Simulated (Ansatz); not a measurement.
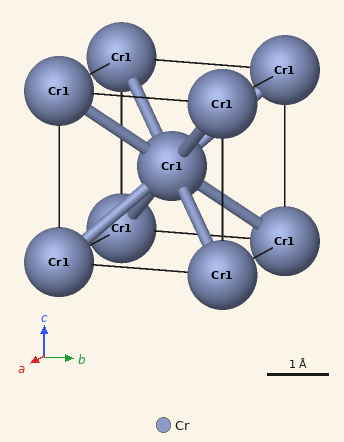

Figure 1. The input geometry of run A (ball-and-stick view of the cell 2 times as large as that of the calculation, set on its symmetry axes, seen slightly off an axis; atoms are numbered from 1 in the order of the input). Near neighbours in the crystal (not all of them lie inside the picture): Cr has 8 Cr at 2.52 Å.

**Two runs on Cr**

System: Cr (Im-3m, 1 atom in the cell).
Method of run A: Kohn-Sham DFT of a periodic cell, PBEsol, all-electron LAPW, scalar-relativistic, spin-polarised (Ansatz 0.2.0).

The structure derives from a Materials Project entry. Text and figures count atoms from 1; the logs count them from 0 in places.

Input file, run A:
```yaml
crystal:
  lattice:
    - [-1.4541462833, 1.4541462833, 1.4541462833]
    - [1.4541462833, -1.4541462833, 1.4541462833]
    - [1.4541462833, 1.4541462833, -1.4541462833]
  atoms:
    - { symbol: Cr, position: [0.0, 0.0, 0.0], spin: 3.0 }
kpoints:
  mp_grid: { grid: [12, 12, 12] }
scf:
  occupations: { method: fermi_dirac, width: 0.05 }
hamiltonian:
  xc: pbesol
  pseudopotentials: { kind: all_electron, lapw: { basis_error: 0.0005 } }
magnetization:
  spin_polarized: true
output:
  forces: true
  stress: true
  eigenvalues: true
```

Command:
```bash
ansatz run input.yaml --threads 2 --pin off --max-ram 6144MiB --backend cpu --events-out ev --progress --plain --runs-dir out
```

Hardware: 2 threads of Arm Neoverse V2, 112 GiB of memory available, shared host.

Output, shortened to warnings, some set-up lines, iterations and results (run A):
```
WARN: the starting moments were not kept: the SCF closed with an absolute magnetisation of 1.5e-7 μB, where they sum to 3 μB in size (1 site). That is at most 0.1 of that sum. Measured as dr2_m measures the in/out step, that magnetisation stands 1.9e-15 eV from none, at or under the dr2_threshold of 1.0e-7 eV: it is no larger than a step whose dr2_m would equal this threshold. The system may hold …
Basis set: ecut = 316.2693699523047 eV, 141 PW (Γ), exchange–correlation at level 2
Symmetry: 48 space group operations
k-points: 72 of 1728
Initial density: superposition of atomic densities (chi_scale 0.1, normalization cell)
[...]
SCF iter   1: F=—  HF=-28567.367963 eV  |F-HF|=—  |Δ(HF+E_count)|=         —  Δρ=1.40e-1 (↑1.40e-1 ↓1.15e-1)  dr2=2.32e-1  dr2_m=1.74e0  M=0.250 μB ∫|m|=0.251 μB  β_m=0.30  …
SCF iter   2: F=—  HF=-28567.061395 eV  |F-HF|=—  |Δ(HF+E_count)|=   3.07e-1  Δρ=9.55e-2 (↑9.55e-2 ↓8.44e-2)  dr2=4.45e-2  dr2_m=8.95e-1  M=0.196 μB ∫|m|=0.197 μB  β_m=0.60  …
SCF iter   3: F=—  HF=-28567.448117 eV  |F-HF|=—  |Δ(HF+E_count)|=   3.87e-1  Δρ=2.26e-2 (↑2.26e-2 ↓1.49e-2)  dr2=5.11e-2  dr2_m=1.95e-2  M=0.036 μB ∫|m|=0.037 μB  β_m=0.52  …
SCF iter   4: F=—  HF=-28567.175907 eV  |F-HF|=—  |Δ(HF+E_count)|=         —  Δρ=1.69e-3 (↑1.53e-3 ↓1.69e-3)  dr2=4.97e-5  dr2_m=2.74e-4  M=0.009 μB ∫|m|=0.011 μB  β_m=0.72  …
SCF iter   5: F=—  HF=-28567.176276 eV  |F-HF|=—  |Δ(HF+E_count)|=   3.69e-4  Δρ=3.36e-4 (↑3.07e-4 ↓3.36e-4)  dr2=1.51e-6  dr2_m=1.09e-5  M=0.003 μB ∫|m|=0.004 μB  β_m=0.85  …
SCF iter   6: F=—  HF=-28567.176328 eV  |F-HF|=—  |Δ(HF+E_count)|=   5.15e-5  Δρ=6.44e-5 (↑5.62e-5 ↓6.44e-5)  dr2=2.20e-8  dr2_m=4.01e-7  M=0.000 μB ∫|m|=0.001 μB  β_m=0.92  …
SCF iter   7: F=—  HF=-28567.176330 eV  |F-HF|=—  |Δ(HF+E_count)|=   1.86e-6  Δρ=6.76e-6 (↑6.76e-6 ↓5.24e-6)  dr2=2.05e-10  dr2_m=3.98e-9  M=0.000 μB ∫|m|=0.000 μB  β_m=0.96  …
SCF iter   8: F=—  HF=-28567.176330 eV  |F-HF|=—  |Δ(HF+E_count)|=   2.40e-8  Δρ=6.75e-7 (↑6.22e-7 ↓6.75e-7)  dr2=8.50e-13  dr2_m=4.70e-11  M=0.000 μB ∫|m|=0.000 μB  β_m=0.98 …
SCF iter   9: F=—  HF=-28567.176330 eV  |F-HF|=—  |Δ(HF+E_count)|=  2.15e-10  Δρ=5.92e-8 (↑5.92e-8 ↓5.79e-8)  dr2=1.14e-14  dr2_m=3.79e-13  M=0.000 μB ∫|m|=0.000 μB  β_m=0.99 …
SCF iter  10: F=-28567.176330 eV  HF=-28567.176330 eV  |F-HF|=1.09e-11  |Δ(HF+E_count)|=  3.64e-12  Δρ=1.41e-8 (↑1.10e-8 ↓1.41e-8)  dr2=4.93e-15  dr2_m=1.57e-14  M=0.000 μB …
SCF 1 converged in 10 iterations: F = -28567.176330 eV  dr2 = 4.93e-15
WARN: the starting moments were not kept: the SCF closed with an absolute magnetisation of 1.5e-7 μB, where they sum to 3 μB in size (1 site). That is at most 0.1 of that sum. Measured as dr2_m measures the in/out step, that magnetisation stands 1.9e-15 eV from none, at or under the dr2_threshold …
SCF converged after 10 iterations
Magnetization: 0.0000 μB (7.0000 up, 7.0000 down)
Absolute magnetization: 0.0000 μB (∫|ρ↑−ρ↓|)
Spin contamination: 0.0000 ħ² per cell (⟨S²⟩ above its minimum at these occupations)
Per-site moments (μB) at R_I (Å): [(-1.5518791585122926e-8, 1.2593276033910725)]
Free energy (F): -28567.176330 eV
Harris-Foulkes:  -28567.176330 eV  (|F-HF|=1.09e-11)
Internal energy: -28567.170885 eV  (E = F + TS)
E sigma→0 (E₀):  -28567.173608 eV
Entropy (-TS):   -0.005445 eV (-5.445 meV/atom)
Fermi energy:    18.386114 eV
--- Per-component energies (eV) ---
  E_band       = -156.599183
  E_kinetic    = 28891.174256
  E_xc         = -1297.768981
  E_electrostatic = -56160.576160  (all electrons and nuclei)
  E_smearing   = -0.005445  (= −TS)
  E_closure    = 0.000000  (closes the sum)
  E_atoms      = -28556.990232  (free atoms, spherical and without spin; not in F)
  Σ components = -28567.176330   (vs F -28567.176330, Δ=0.00e0)
[...]
```

The input of run B differs as follows (lines with − go, lines with + come):
```diff
-    - [-1.4541462833, 1.4541462833, 1.4541462833]
-    - [1.4541462833, -1.4541462833, 1.4541462833]
-    - [1.4541462833, 1.4541462833, -1.4541462833]
+    - [-1.4643870875, 1.4643870875, 1.4643870875]
+    - [1.4643870875, -1.4643870875, 1.4643870875]
+    - [1.4643870875, 1.4643870875, -1.4643870875]
```

What does this change do to the results?

With the same functional and potentials, run B lies 40.2 meV per atom higher. The pressure goes from −22.81 to −26.38 GPa. The volume per atom goes from 12.30 to 12.56 Å³. The cell is scaled evenly with the atoms at fixed fractional positions, so −ΔP/Δ ln V estimates the bulk modulus midway between the two volumes: about 170 GPa. The SCF takes 11 iterations against 10.

Output, shortened to warnings, some set-up lines, iterations and results (run B):
```
WARN: the starting moments were not kept: the SCF closed with an absolute magnetisation of 1.3e-7 μB, where they sum to 3 μB in size (1 site). That is at most 0.1 of that sum. Measured as dr2_m measures the in/out step, that magnetisation stands 1.5e-15 eV from none, at or under the dr2_threshold of 1.0e-7 eV: it is no larger than a step whose dr2_m would equal this threshold. The system may hold …
Basis set: ecut = 311.66600423206893 eV, 141 PW (Γ), exchange–correlation at level 2
Symmetry: 48 space group operations
k-points: 72 of 1728
Initial density: superposition of atomic densities (chi_scale 0.1, normalization cell)
[...]
SCF iter   1: F=—  HF=-28567.331648 eV  |F-HF|=—  |Δ(HF+E_count)|=         —  Δρ=1.37e-1 (↑1.37e-1 ↓1.12e-1)  dr2=2.31e-1  dr2_m=1.71e0  M=0.255 μB ∫|m|=0.256 μB  β_m=0.30  …
SCF iter   2: F=—  HF=-28567.014063 eV  |F-HF|=—  |Δ(HF+E_count)|=         —  Δρ=9.32e-2 (↑9.32e-2 ↓8.24e-2)  dr2=4.30e-2  dr2_m=8.70e-1  M=0.206 μB ∫|m|=0.206 μB  β_m=0.30  …
SCF iter   3: F=—  HF=-28567.081623 eV  |F-HF|=—  |Δ(HF+E_count)|=   6.76e-2  Δρ=6.72e-2 (↑6.72e-2 ↓6.09e-2)  dr2=1.53e-2  dr2_m=4.66e-1  M=0.140 μB ∫|m|=0.141 μB  β_m=0.65  …
SCF iter   4: F=—  HF=-28567.175449 eV  |F-HF|=—  |Δ(HF+E_count)|=   9.38e-2  Δρ=5.25e-3 (↑3.82e-3 ↓5.25e-3)  dr2=5.69e-3  dr2_m=6.82e-5  M=0.007 μB ∫|m|=0.008 μB  β_m=0.51  …
SCF iter   5: F=—  HF=-28567.136186 eV  |F-HF|=—  |Δ(HF+E_count)|=         —  Δρ=8.08e-4 (↑8.08e-4 ↓4.67e-4)  dr2=1.49e-5  dr2_m=4.47e-5  M=0.005 μB ∫|m|=0.007 μB  β_m=0.60  …
SCF iter   6: F=—  HF=-28567.135991 eV  |F-HF|=—  |Δ(HF+E_count)|=   1.96e-4  Δρ=3.88e-4 (↑3.32e-4 ↓3.88e-4)  dr2=1.16e-6  dr2_m=1.42e-5  M=0.003 μB ∫|m|=0.004 μB  β_m=0.80  …
SCF iter   7: F=—  HF=-28567.136091 eV  |F-HF|=—  |Δ(HF+E_count)|=   9.98e-5  Δρ=6.39e-5 (↑5.20e-5 ↓6.39e-5)  dr2=3.58e-8  dr2_m=3.77e-7  M=0.000 μB ∫|m|=0.001 μB  β_m=0.88  …
SCF iter   8: F=—  HF=-28567.136093 eV  |F-HF|=—  |Δ(HF+E_count)|=   2.15e-6  Δρ=7.08e-6 (↑7.08e-6 ↓6.34e-6)  dr2=2.48e-10  dr2_m=5.03e-9  M=0.000 μB ∫|m|=0.000 μB  β_m=0.94  …
SCF iter   9: F=—  HF=-28567.136093 eV  |F-HF|=—  |Δ(HF+E_count)|=   3.30e-8  Δρ=5.19e-7 (↑5.19e-7 ↓4.84e-7)  dr2=5.24e-11  dr2_m=9.85e-12  M=0.000 μB ∫|m|=0.000 μB  β_m=0.97 …
SCF iter  10: F=—  HF=-28567.136093 eV  |F-HF|=—  |Δ(HF+E_count)|=  2.91e-10  Δρ=1.18e-7 (↑1.18e-7 ↓4.52e-8)  dr2=7.22e-13  dr2_m=5.52e-13  M=-0.000 μB ∫|m|=0.000 μB  …
SCF iter  11: F=-28567.136093 eV  HF=-28567.136093 eV  |F-HF|=2.55e-11  |Δ(HF+E_count)|=  7.28e-11  Δρ=4.24e-8 (↑3.83e-8 ↓4.24e-8)  dr2=4.11e-13  dr2_m=1.76e-14  M=0.000 μB …
SCF 1 converged in 11 iterations: F = -28567.136093 eV  dr2 = 4.11e-13
WARN: the starting moments were not kept: the SCF closed with an absolute magnetisation of 1.3e-7 μB, where they sum to 3 μB in size (1 site). That is at most 0.1 of that sum. Measured as dr2_m measures the in/out step, that magnetisation stands 1.5e-15 eV from none, at or under the dr2_threshold …
SCF converged after 11 iterations
Magnetization: 0.0000 μB (7.0000 up, 7.0000 down)
Absolute magnetization: 0.0000 μB (∫|ρ↑−ρ↓|)
Spin contamination: 0.0000 ħ² per cell (⟨S²⟩ above its minimum at these occupations)
Per-site moments (μB) at R_I (Å): [(1.7497626458862214e-8, 1.268196399851301)]
Free energy (F): -28567.136093 eV
Harris-Foulkes:  -28567.136093 eV  (|F-HF|=2.55e-11)
Internal energy: -28567.130335 eV  (E = F + TS)
E sigma→0 (E₀):  -28567.133214 eV
Entropy (-TS):   -0.005758 eV (-5.758 meV/atom)
Fermi energy:    17.925491 eV
--- Per-component energies (eV) ---
  E_band       = -162.734993
  E_kinetic    = 28890.200333
  E_xc         = -1297.495532
  E_electrostatic = -56159.835136  (all electrons and nuclei)
  E_smearing   = -0.005758  (= −TS)
  E_closure    = 0.000000  (closes the sum)
  E_atoms      = -28556.990232  (free atoms, spherical and without spin; not in F)
  Σ components = -28567.136093   (vs F -28567.136093, Δ=0.00e0)
[...]
```

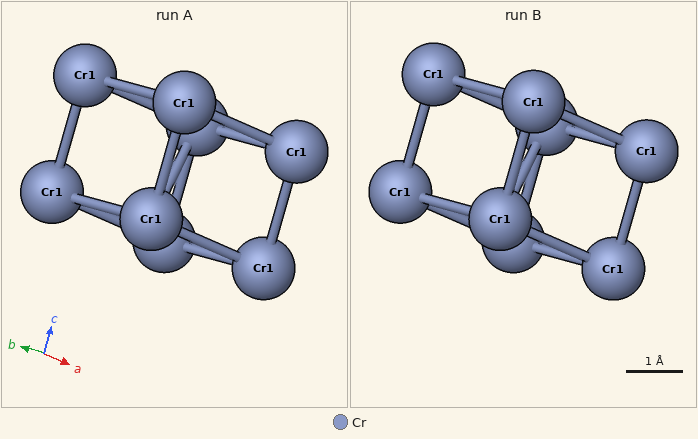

Figure 2. The two input geometries at one scale (ball-and-stick view of the cell of the calculation, seen at an oblique angle). The atoms keep their places relative to the cell (all moves are under 0.005 Å). Cell: a = b = c 2.519 → 2.536 Å (+0.7 %). Volume +2.1 %. Among the contacts that change: Cr1–Cr1 2.519 → 2.536 Å.

The two runs side by side:

| quantity | run A | run B |
| --- | --- | --- |
| outcome | converged | converged |
| free energy per atom (eV) | −28567.1763 | −28567.1361 |
| energy per atom, smearing taken to zero (eV) | −28567.1736 | −28567.1332 |
| gap on the mesh (eV) | 0.00 | 0.00 |
| net moment of the cell (μB) | 0.00 | 0.00 |
| absolute moment of the cell (μB) | 0.00 | 0.00 |
| pressure (GPa) | −22.81 | −26.38 |
| volume per atom (Å³) | 12.30 | 12.56 |
| largest force (eV/Å) | 0.000 | 0.000 |
| SCF iterations | 10 | 11 |
| irreducible k-points | 72 | 72 |
| plane waves at Γ | 141 | 141 |
| wall time (shared host) | 7.5 s | 9.1 s |

For both runs: Warnings: some starting moments were not kept. For run A: The cell is under a tension of 23 GPa at this level, so it is not at its equilibrium volume. For run B: The cell is under a tension of 26 GPa at this level, so it is not at its equilibrium volume.
